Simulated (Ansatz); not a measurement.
# Dielectric response of NaCl (001) films, part 4 of 5

Wanted: ε of rocksalt NaCl (001) by finite fields on slabs, and the band edges against the vacuum where run.

Ansatz 0.2.0; plane-wave DFT, PBE, Ansatz PAW (set soft_1); PAW set soft_1 (the session's first sound run).

So far, gap on the k-mesh (eV): step 2 (relaxing the film, 6 atoms, units 3) 5.02; step 12 (single point, 10 atoms, units 5, field 0.1 V/Å) 4.71; step 13 (single point, 10 atoms, units 5, field -0.1 V/Å) 4.71; step 15 (relaxing in the field, 10 atoms, units 5, field 0.05 V/Å) 5.01; step 16 (field on, atoms free, 10 atoms, units 5, field -0.05 V/Å) 5.01.

**18. Relaxation, 16 atoms, units 8**

This step: plane-wave DFT, PBE, Ansatz PAW (set soft_1); PAW set soft_1 (Ansatz 0.2.0).

System of this step: NaCl (001), 8 units. The cell holds 16 atoms: 8 Na and 8 Cl. Cell: a = 3.988 Å, b = 3.988 Å, c = 37.740 Å, α = 90.0°, β = 90.0°, γ = 90.0°. It derives from NaCl (rocksalt NaCl). Vacuum lies along c.

The next thickness, treated alike, so that differences show the interior and the faces cancel.

input.yaml reads:

```yaml
crystal:
  lattice:
    - [3.98808225, 0.0, 0.0]
    - [0.0, 3.98808225, 0.0]
    - [0.0, 0.0, 37.74]
  atoms:
    - { symbol: Na, position: [0.5, 0.5, 0.2384737679] }
    - { symbol: Cl, position: [0.0, 0.0, 0.2384737679] }
    - { symbol: Na, position: [0.0, 0.0, 0.3131955485] }
    - { symbol: Cl, position: [0.5, 0.5, 0.3131955485] }
    - { symbol: Na, position: [0.5, 0.5, 0.3879173291] }
    - { symbol: Cl, position: [0.0, 0.0, 0.3879173291] }
    - { symbol: Na, position: [0.0, 0.0, 0.4626391097] }
    - { symbol: Cl, position: [0.5, 0.5, 0.4626391097] }
    - { symbol: Na, position: [0.5, 0.5, 0.5373608903] }
    - { symbol: Cl, position: [0.0, 0.0, 0.5373608903] }
    - { symbol: Na, position: [0.0, 0.0, 0.6120826709] }
    - { symbol: Cl, position: [0.5, 0.5, 0.6120826709] }
    - { symbol: Na, position: [0.5, 0.5, 0.6868044515] }
    - { symbol: Cl, position: [0.0, 0.0, 0.6868044515] }
    - { symbol: Na, position: [0.0, 0.0, 0.7615262321] }
    - { symbol: Cl, position: [0.5, 0.5, 0.7615262321] }
kpoints:
  mp_grid: { grid: [8, 8, 1] }
hamiltonian:
  xc: pbe
  pseudopotentials: { kind: paw, azcp: { folder: soft_1 } }
scf:
  occupations: { method: fixed }
  convergence: { dr2_threshold: 1.0e-09 }
efield:
  axis: 3
  dipole_correction: true
  ramp_position: 0.97
  ramp_width: 0.06
relax:
  f_tol: 0.003
  max_steps: 100
output:
  write_potential: true
  write_density: true
  volumetric_format: npy
```

Started as:

```bash
$ ansatz run input.yaml --threads 4 --pin off --max-ram 8192MiB --backend cpu --events-out ev --progress --plain --runs-dir out
```

Numbers of over 12 decimals in the logs are rounded to 6 here.

The log of the run:

```text
[...]
Crystal: 16 atoms, lattice volume = 600.247 Å³
Basis set: ecut = 420 eV, 11759 PW (Γ), exchange–correlation on 54×54×512 points (8 copies of the dense FFT grid, shifted against one another)
Bands: 80, of which v1, the nominal top of the filled ones, is band 64 counted from 1 (63 counted from 0)
Symmetry: 8 space group operations
k-points: 15 of 64
[...]
- { symbol: Na, position: [0.5, 0.5, 0.537985] }
    - { symbol: Cl, position: [0, 0.0, 0.537897] }
    - { symbol: Na, position: [0, 0.0, 0.613611] }
    - { symbol: Cl, position: [0.5, 0.5, 0.613869] }
    - { symbol: Na, position: [0.5, 0.5, 0.690232] }
    - { symbol: Cl, position: [0, 0.0, 0.689311] }
    - { symbol: Na, position: [0, 0.0, 0.763515] }
    - { symbol: Cl, position: [0.5, 0.5, 0.766506] }
[key lines of the parts left out:]
SCF converged after 7 iterations
Free energy (F): -20556.161407 eV
Fermi energy:    -2.087269 eV
Dipole field:    D = 0.000001 V/Å  (p = 0.000002 e·Å, saw-weighted, corrected)
Work function:   Φ+ = 6.7495 eV   Φ− = 6.7494 eV
```

Wall time 85 s (4 threads of Arm Neoverse V1, shared host); peak memory 1.3 GiB.

Step by step:

| step | energy less that of the first step (eV) | largest force component (eV/Å) |
| --- | --- | --- |
| 1 | 0.0000 | 0.1927 |
| 2 | -0.0200 | 0.0778 |
| 3 | -0.0269 | 0.0166 |
| 4 | -0.0275 | 0.0024 |
| 5 | -0.0276 | 0.0010 |

Forces are held to the 8 operations that the run works with; a distortion that breaks them can't arise in this run.

The atoms that moved most (Å):

| atom | dx | dy | dz | length |
| --- | --- | --- | --- | --- |
| Cl2 | 0.000 | 0.000 | -0.188 | 0.188 |
| Cl16 | 0.000 | 0.000 | 0.188 | 0.188 |
| Na13 | 0.000 | 0.000 | 0.129 | 0.129 |
| Na3 | 0.000 | 0.000 | -0.129 | 0.129 |
| Cl4 | 0.000 | 0.000 | -0.095 | 0.095 |
| Cl14 | 0.000 | 0.000 | 0.095 | 0.095 |
| Na15 | 0.000 | 0.000 | 0.075 | 0.075 |
| Na1 | 0.000 | 0.000 | -0.075 | 0.075 |

The relaxed structure:

```cif
data_structure
_symmetry_space_group_name_H-M 'P 1'
_symmetry_Int_Tables_number 1
_cell_length_a 3.9881
_cell_length_b 3.9881
_cell_length_c 37.7400
_cell_angle_alpha 90.000
_cell_angle_beta 90.000
_cell_angle_gamma 90.000
_cell_volume 600.25
loop_
_atom_site_label
_atom_site_type_symbol
_atom_site_fract_x
_atom_site_fract_y
_atom_site_fract_z
_atom_site_occupancy
Na1 Na 0.50000 0.50000 0.23649 1
Cl2 Cl 0.00000 0.00000 0.23349 1
Na3 Na 0.00000 0.00000 0.30977 1
Cl4 Cl 0.50000 0.50000 0.31069 1
Na5 Na 0.50000 0.50000 0.38639 1
Cl6 Cl 0.00000 0.00000 0.38613 1
Na7 Na 0.00000 0.00000 0.46201 1
Cl8 Cl 0.50000 0.50000 0.46210 1
Na9 Na 0.50000 0.50000 0.53799 1
Cl10 Cl 0.00000 0.00000 0.53790 1
Na11 Na 0.00000 0.00000 0.61361 1
Cl12 Cl 0.50000 0.50000 0.61387 1
Na13 Na 0.50000 0.50000 0.69023 1
Cl14 Cl 0.00000 0.00000 0.68931 1
Na15 Na 0.00000 0.00000 0.76351 1
Cl16 Cl 0.50000 0.50000 0.76651 1
```

Running mean over 2.82 Å of the planar mean; the ramp of the sawtooth is left out. The electron's electrostatic potential energy less the highest filled level by z:

| z (Å) | electron's electrostatic potential energy less the highest filled level (eV) |
| --- | --- |
| 5.0 | 6.75 |
| 7.5 | 3.58 |
| 10.0 | 0.896 |
| 12.5 | 0.894 |
| 15.0 | 0.853 |
| 17.5 | 0.833 |
| 20.0 | 0.840 |
| 22.5 | 0.878 |
| 25.0 | 0.977 |
| 27.5 | 0.878 |
| 30.0 | 2.47 |
| 32.5 | 6.74 |

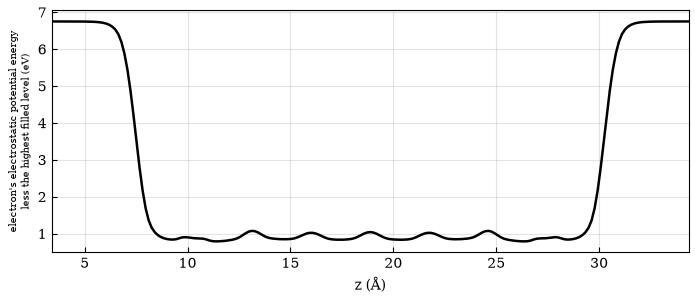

Electron's electrostatic potential energy less the highest filled level, plotted against z.

The relaxation took 5 steps and lowered the energy by 0.028 eV; the largest force on the free atoms ends at 9.7e-4 eV/Å.

The gap is 5.04 eV, with the valence edge 6.75 eV and the conduction edge 1.71 eV under the upper vacuum level.

**19. The series together**

Times are for 4 threads of Arm Neoverse V1, shared host. Results by setting:

| no. | units | gap by band count (eV) | ionisation energy, upper face (eV) | electron affinity, upper face (eV) | time | memory (GiB) |
| --- | --- | --- | --- | --- | --- | --- |
| 1 | 3 | 5.016 | 6.738 | 1.722 | 12 s | 0.60 |
| 2 | 5 | 5.031 | 6.751 | 1.720 | 33 s | 0.87 |
| 3 | 8 | 5.038 | 6.749 | 1.712 | 85 s | 1.3 |

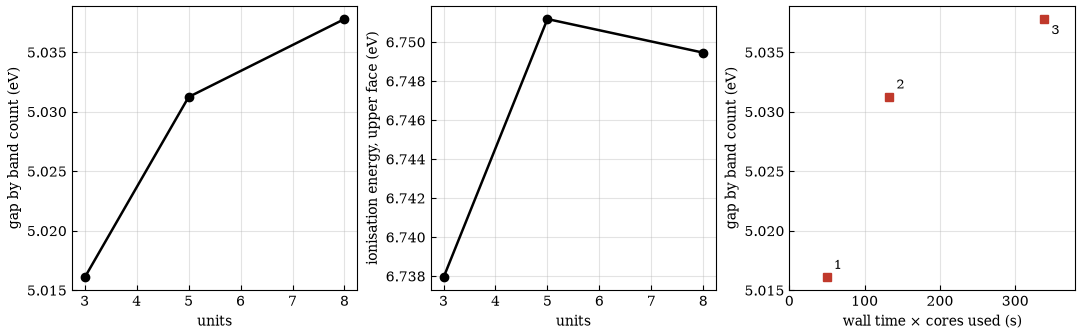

The series as plots; the last panel sets the first result against cost, with the runs numbered as in the table.

The valence density, planar mean (3) oscillates, so the rows of the table below give means over windows of 2.5 Å about each position, cut where the curve ends. Its maxima inside the range that stand out by 2 % of the span (Å: e/Å³): 9.0: 1.05, 11.8: 1.05, 14.6: 1.05. Its minima: 10.3: 0.0445, 13.3: 0.0445.

The runs together. Valence density, planar mean against z; means over each step:

| z (Å) | 3 (e/Å³) | 5 (e/Å³) | 8 (e/Å³) |
| --- | --- | --- | --- |
| 5.0 | 6.7e-5 | 7.8e-5 | 9.3e-5 |
| 7.5 | 0.112 | 0.126 | 0.147 |
| 10.0 | 0.331 | 0.324 | 0.314 |
| 12.5 | 0.374 | 0.370 | 0.363 |
| 15.0 | 0.388 | 0.391 | 0.389 |
| 17.5 | 0.00196 | 0.395 | 0.395 |
| 20.0 | 1.2e-6 | 0.389 | 0.392 |
| 22.5 | 0 | 0.0186 | 0.367 |

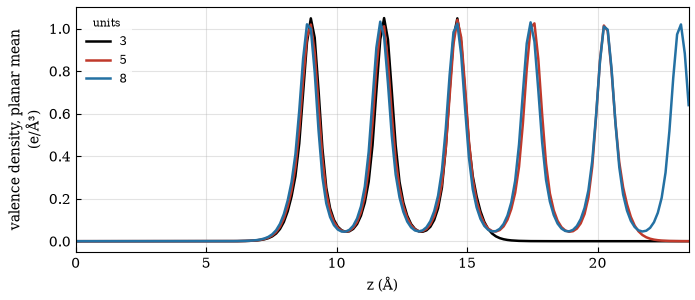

Valence density, planar mean, plotted against z.

**20. The relaxed film, single point, 16 atoms, units 8**

The next thickness, treated alike, so that differences show the interior and the faces cancel.

input.yaml reads:

```yaml
crystal:
  lattice:
    - [3.98808225, 0.0, 0.0]
    - [0.0, 3.98808225, 0.0]
    - [0.0, 0.0, 37.74]
  atoms:
    - { symbol: Na, position: [0.5, 0.5, 0.2364852514] }
    - { symbol: Cl, position: [0.0, 0.0, 0.2334937798] }
    - { symbol: Na, position: [0.0, 0.0, 0.3097681609] }
    - { symbol: Cl, position: [0.5, 0.5, 0.3106888336] }
    - { symbol: Na, position: [0.5, 0.5, 0.3863889739] }
    - { symbol: Cl, position: [0.0, 0.0, 0.386130848] }
    - { symbol: Na, position: [0.0, 0.0, 0.4620147295] }
    - { symbol: Cl, position: [0.5, 0.5, 0.4621034043] }
    - { symbol: Na, position: [0.5, 0.5, 0.5379852805] }
    - { symbol: Cl, position: [0.0, 0.0, 0.5378965871] }
    - { symbol: Na, position: [0.0, 0.0, 0.6136110318] }
    - { symbol: Cl, position: [0.5, 0.5, 0.6138691504] }
    - { symbol: Na, position: [0.5, 0.5, 0.6902318484] }
    - { symbol: Cl, position: [0.0, 0.0, 0.6893111596] }
    - { symbol: Na, position: [0.0, 0.0, 0.7635147504] }
    - { symbol: Cl, position: [0.5, 0.5, 0.7665062104] }
kpoints:
  mp_grid: { grid: [8, 8, 1] }
hamiltonian:
  xc: pbe
  pseudopotentials: { kind: paw, azcp: { folder: soft_1 } }
scf:
  occupations: { method: fixed }
  convergence: { dr2_threshold: 1.0e-09 }
efield:
  axis: 3
  dipole_correction: true
  ramp_position: 0.97
  ramp_width: 0.06
output:
  eigenvalues: true
  dos: { projected: true, e_range: [-7, 7] }
  write_potential: true
  write_density: true
  volumetric_format: npy
checkpoint:
  write: end8.run
  compress: false
  write_wavefunctions: false
```

The log of the run:

```text
[...]
Crystal: 16 atoms, lattice volume = 600.247 Å³
Basis set: ecut = 420 eV, 11759 PW (Γ)
Bands: 80, of which v1, the nominal top of the filled ones, is band 64 counted from 1 (63 counted from 0)
Symmetry: 8 space group operations
k-points: 15 of 64
[...]
k-point 1: bands = [... 60 lower, -2.1455, -2.1182, -2.1182, -2.0987, 3.2606, 3.3342, 3.6646, 4.1199, ... 12 higher]
  k-point 2: bands = [... 60 lower, -2.2136, -2.1817, -2.1331, -2.1275, 3.9624, 3.9732, 4.2667, 4.5583, ... 12 higher]
  k-point 14: bands = [... 60 lower, -2.6695, -2.6695, -2.3239, -2.3239, 5.3443, 5.3443, 5.5702, 5.5703, ... 12 higher]
[key lines of the parts left out:]
SCF converged after 10 iterations
Free energy (F): -20556.161438 eV
Fermi energy:    -2.087252 eV
Dipole field:    D = 0.000000 V/Å  (p = 0.000000 e·Å, saw-weighted, corrected)
Work function:   Φ+ = 6.7495 eV   Φ− = 6.7495 eV
```

Elapsed: 28 s, on 4 threads; peak memory 1.5 GiB.

Running mean over 2.82 Å of the planar mean; the ramp of the sawtooth is left out. Electron's electrostatic potential energy less the highest filled level against z:

| z (Å) | electron's electrostatic potential energy less the highest filled level (eV) |
| --- | --- |
| 4 | 6.75 |
| 6 | 6.70 |
| 8 | 1.60 |
| 10 | 0.896 |
| 12 | 0.815 |
| 14 | 0.876 |
| 16 | 1.02 |
| 18 | 0.859 |
| 20 | 0.839 |
| 22 | 0.992 |
| 24 | 0.927 |
| 26 | 0.798 |
| 28 | 0.895 |
| 30 | 2.47 |
| 32 | 6.73 |
| 34 | 6.75 |

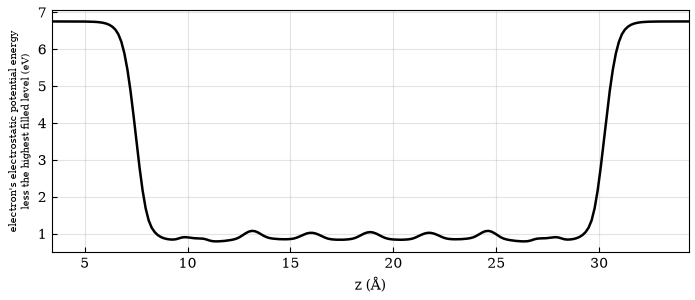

Electron's electrostatic potential energy less the highest filled level, plotted against z.

The gap is 5.04 eV, with the valence edge 6.75 eV and the conduction edge 1.71 eV under the upper vacuum level.

**21. Single point, 16 atoms, units 8, field 0.1 V/Å**

input.yaml: that of step 20 with these lines changed.

```diff
@@ -29,3 +29,3 @@
   occupations: { method: fixed }
-  convergence: { dr2_threshold: 1.0e-09 }
+  convergence: { dr2_threshold: 1.0e-10 }
 efield:
@@ -35,5 +35,4 @@
   ramp_width: 0.06
+  amplitude: 0.1
 output:
-  eigenvalues: true
-  dos: { projected: true, e_range: [-7, 7] }
   write_potential: true
@@ -41,5 +40 @@
   volumetric_format: npy
-checkpoint:
-  write: end8.run
-  compress: false
-  write_wavefunctions: false
```

The log of the run:

```text
[...]
Crystal: 16 atoms, lattice volume = 600.247 Å³
Basis set: ecut = 420 eV, 11759 PW (Γ)
Bands: 80, of which v1, the nominal top of the filled ones, is band 64 counted from 1 (63 counted from 0)
Symmetry: 8 space group operations
k-points: 15 of 64
[...]
k-point 0: bands = [... 60 lower, -2.0087, -1.9254, -1.7475, -1.7475, 2.6271, 3.1847, 3.4879, 3.8839, ... 12 higher]
  k-point 1: bands = [... 60 lower, -2.0134, -1.9569, -1.8537, -1.7481, 2.8912, 3.4760, 3.7412, 4.0793, ... 12 higher]
  k-point 2: bands = [... 60 lower, -2.0928, -2.0298, -1.8970, -1.7495, 3.4961, 4.1569, 4.3763, 4.5487, ... 12 higher]
  k-point 14: bands = [... 60 lower, -2.4882, -2.4882, -2.4873, -1.9229, 4.9748, 5.3819, 5.5726, 5.6993, ... 12 higher]
[key lines of the parts left out:]
SCF converged after 11 iterations
Free energy (F): -20556.167585 eV
Fermi energy:    -1.747547 eV
Dipole field:    D = 0.037060 V/Å  (p = 0.122935 e·Å, saw-weighted, corrected)
```

Run time: 29 s. Hardware: 4 threads; peak memory 1.5 GiB.

The dipole is 0.123 e·Å, and the gap on the mesh 4.375 eV.

**22. Single point, 16 atoms, units 8, field -0.1 V/Å**

input.yaml: that of step 21 with these lines changed.

```diff
@@ -35,3 +35,3 @@
   ramp_width: 0.06
-  amplitude: 0.1
+  amplitude: -0.1
 output:
```

The log of the run:

```text
[...]
Crystal: 16 atoms, lattice volume = 600.247 Å³
Basis set: ecut = 420 eV, 11759 PW (Γ)
Bands: 80, of which v1, the nominal top of the filled ones, is band 64 counted from 1 (63 counted from 0)
Symmetry: 8 space group operations
k-points: 15 of 64
[...]
k-point 0: bands = [... 60 lower, -2.0087, -1.9254, -1.7476, -1.7476, 2.6272, 3.1847, 3.4879, 3.8841, ... 12 higher]
  k-point 1: bands = [... 60 lower, -2.0134, -1.9569, -1.8537, -1.7481, 2.8913, 3.4761, 3.7412, 4.0796, ... 12 higher]
  k-point 2: bands = [... 60 lower, -2.0928, -2.0298, -1.8970, -1.7495, 3.4962, 4.1569, 4.3763, 4.5488, ... 12 higher]
  k-point 14: bands = [... 60 lower, -2.4882, -2.4882, -2.4872, -1.9229, 4.9748, 5.3819, 5.5726, 5.6993, ... 12 higher]
[key lines of the parts left out:]
SCF converged after 11 iterations
Free energy (F): -20556.167585 eV
Fermi energy:    -1.747556 eV
Dipole field:    D = -0.037060 V/Å  (p = -0.122935 e·Å, saw-weighted, corrected)
```

It took 30 s on 4 threads; peak memory 1.5 GiB.

The dipole is -0.123 e·Å, and the gap on the mesh 4.375 eV.

**23. Response with the atoms held, 16 atoms, units 8**

This step: plane-wave DFT, PBE, Ansatz PAW (set soft_1); response to a field along the normal, atoms held; PAW set soft_1 (Ansatz 0.2.0).

Local field over the applied field, running mean. From the potentials at -0.1 and 0.1 V/Å; running mean over 2.82 Å, taken twice. The local field over applied field by z:

| z (Å) | local field over applied field |
| --- | --- |
| 4 | 0.997 |
| 6 | 0.910 |
| 8 | 0.559 |
| 10 | 0.394 |
| 12 | 0.401 |
| 14 | 0.401 |
| 16 | 0.401 |
| 18 | 0.401 |
| 20 | 0.401 |
| 22 | 0.401 |
| 24 | 0.401 |
| 26 | 0.400 |
| 28 | 0.397 |
| 30 | 0.606 |
| 32 | 0.937 |

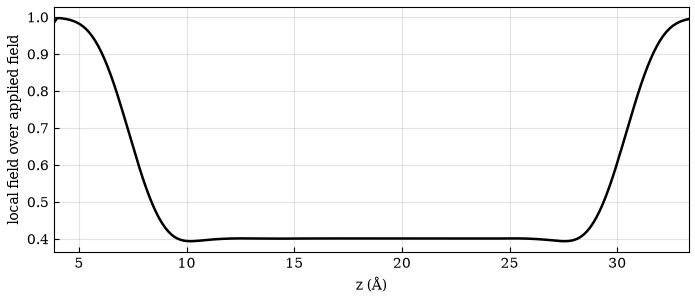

Local field over applied field against z.

The induced dipole is that of a conductor 13.99 Å thick.

**24. Field on, atoms free, 16 atoms, units 8, field 0.05 V/Å**

This step: plane-wave DFT, PBE, Ansatz PAW (set soft_1); PAW set soft_1 (Ansatz 0.2.0).

The same pair of relaxations in the field for this thickness.

input.yaml: that of step 22 with these lines changed.

```diff
@@ -35,3 +35,6 @@
   ramp_width: 0.06
-  amplitude: -0.1
+  amplitude: 0.05
+relax:
+  f_tol: 0.0006
+  max_steps: 70
 output:
```

The log of the run:

```text
[...]
Crystal: 16 atoms, lattice volume = 600.247 Å³
Basis set: ecut = 420 eV, 11759 PW (Γ), exchange–correlation on 54×54×512 points (8 copies of the dense FFT grid, shifted against one another)
Bands: 80, of which v1, the nominal top of the filled ones, is band 64 counted from 1 (63 counted from 0)
Symmetry: 8 space group operations
k-points: 15 of 64
[...]
- { symbol: Cl, position: [0.5, 0.5, 0.462016] }
    - { symbol: Na, position: [0.5, 0.5, 0.538085] }
    - { symbol: Cl, position: [0, 0.0, 0.537800] }
    - { symbol: Na, position: [0, 0.0, 0.613722] }
    - { symbol: Cl, position: [0.5, 0.5, 0.613775] }
    - { symbol: Na, position: [0.5, 0.5, 0.690322] }
    - { symbol: Cl, position: [0, 0.0, 0.689232] }
    - { symbol: Na, position: [0, 0.0, 0.763647] }
    - { symbol: Cl, position: [0.5, 0.5, 0.766343] }
[key lines of the parts left out:]
SCF converged after 5 iterations
Free energy (F): -20556.163652 eV
Fermi energy:    -2.050078 eV
Dipole field:    D = 0.027053 V/Å  (p = 0.089741 e·Å, saw-weighted, corrected)
```

The job ended after 62 s (4 threads; peak memory 1.3 GiB).

The relaxation took 4 steps and lowered the energy by 7.1e-4 eV; the largest force on the free atoms ends at 1.7e-4 eV/Å.

The dipole is 0.0897 e·Å, and the gap on the mesh 4.972 eV.

**25. Field on, atoms free, 16 atoms, units 8, field -0.05 V/Å**

The opposite sign, again from the field-free geometry; the difference of the two cancels what relaxes without a field.

input.yaml: that of step 24 with these lines changed.

```diff
@@ -35,3 +35,3 @@
   ramp_width: 0.06
-  amplitude: 0.05
+  amplitude: -0.05
 relax:
```

The log of the run:

```text
[...]
Crystal: 16 atoms, lattice volume = 600.247 Å³
Basis set: ecut = 420 eV, 11759 PW (Γ), exchange–correlation on 54×54×512 points (8 copies of the dense FFT grid, shifted against one another)
Bands: 80, of which v1, the nominal top of the filled ones, is band 64 counted from 1 (63 counted from 0)
Symmetry: 8 space group operations
k-points: 15 of 64
[...]
- { symbol: Cl, position: [0.5, 0.5, 0.462200] }
    - { symbol: Na, position: [0.5, 0.5, 0.537880] }
    - { symbol: Cl, position: [0, 0.0, 0.537984] }
    - { symbol: Na, position: [0, 0.0, 0.613508] }
    - { symbol: Cl, position: [0.5, 0.5, 0.613974] }
    - { symbol: Na, position: [0.5, 0.5, 0.690137] }
    - { symbol: Cl, position: [0, 0.0, 0.689378] }
    - { symbol: Na, position: [0, 0.0, 0.763391] }
    - { symbol: Cl, position: [0.5, 0.5, 0.766675] }
[key lines of the parts left out:]
SCF converged after 5 iterations
Free energy (F): -20556.163652 eV
Fermi energy:    -2.050078 eV
Dipole field:    D = -0.027053 V/Å  (p = -0.089741 e·Å, saw-weighted, corrected)
```

Elapsed: 64 s, on 4 threads; peak memory 1.3 GiB; 4.2 min of CPU time.

The relaxation took 4 steps and lowered the energy by 7.1e-4 eV; the largest force on the free atoms ends at 1.7e-4 eV/Å.

The dipole is -0.0897 e·Å, and the gap on the mesh 4.972 eV.

**26. Response with the atoms relaxed, 16 atoms, units 8**

This step: plane-wave DFT, PBE, Ansatz PAW (set soft_1); response to a field along the normal, atoms relaxed; PAW set soft_1 (Ansatz 0.2.0).

Local field over the applied field, running mean. From the potentials at -0.05 and 0.05 V/Å; running mean over 2.82 Å, taken twice. Local field over applied field against z:

| z (Å) | local field over applied field |
| --- | --- |
| 4 | 0.997 |
| 6 | 0.833 |
| 8 | 0.354 |
| 10 | 0.0807 |
| 12 | 0.131 |
| 14 | 0.157 |
| 16 | 0.135 |
| 18 | 0.143 |
| 20 | 0.142 |
| 22 | 0.135 |
| 24 | 0.153 |
| 26 | 0.109 |
| 28 | 0.0841 |
| 30 | 0.403 |
| 32 | 0.860 |

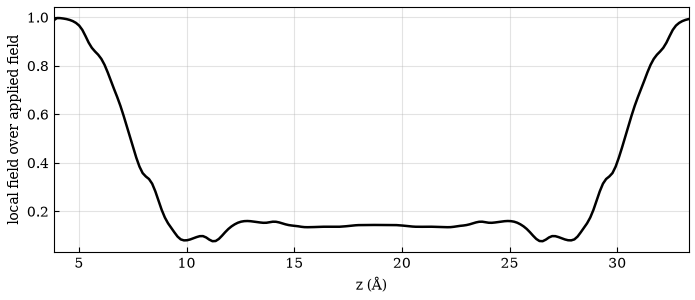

Local field over applied field against z.

The induced dipole is that of a conductor 20.42 Å thick.

**27. Electronic ε from the series**

This step: plane-wave DFT, PBE, Ansatz PAW (set soft_1); permittivity from the thickness series, atoms held; PAW set soft_1 (Ansatz 0.2.0).

Each added layer adds t(1 − 1/ε) to the dipole term, so the slope against thickness gives ε without a choice of where the film ends.

Numbers from this step:

| Property | Result |
| --- | --- |
| slope | 0.5984 |
| intercept of the fit | 1.948 Å |
| ε of the interior | 2.490 |

The equivalent conductor thickness by distance between the outer atoms:

| distance between the outer atoms (Å) | equivalent conductor thickness (Å) |
| --- | --- |
| 5.79 | 5.42 |
| 11.53 | 8.84 |
| 20.12 | 14.0 |

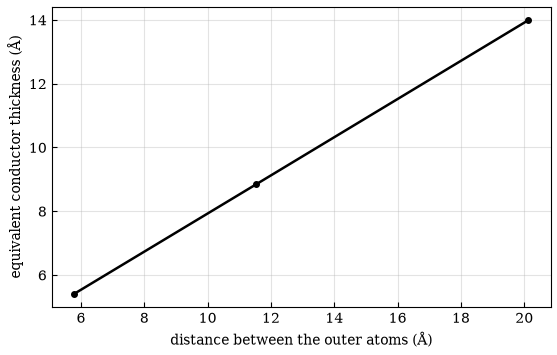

Equivalent conductor thickness, plotted against distance between the outer atoms.

By hand, from the thinnest and the thickest film: slope = (13.986 − 5.415) / (20.116 − 5.792) = 0.598, so ε = 1/(1 − 0.598) = 2.49.

[end of part 4 of 5]

[Logs are printed without paths, hosts, clocks, repeated set-up lines and the standing remarks that a program may print on its own settings, such as how far it seeks lower states.]

[Hosts, paths, dates, database ids (printed as entryN), source tags and the programs' standing remarks are cut or masked in the printed files.]

[Maps of the electrostatic potential energy from Ansatz leave out the sawtooth potential of an applied field or a dipole correction, so their vacuum need not be flat; planar profiles and work functions include it.]
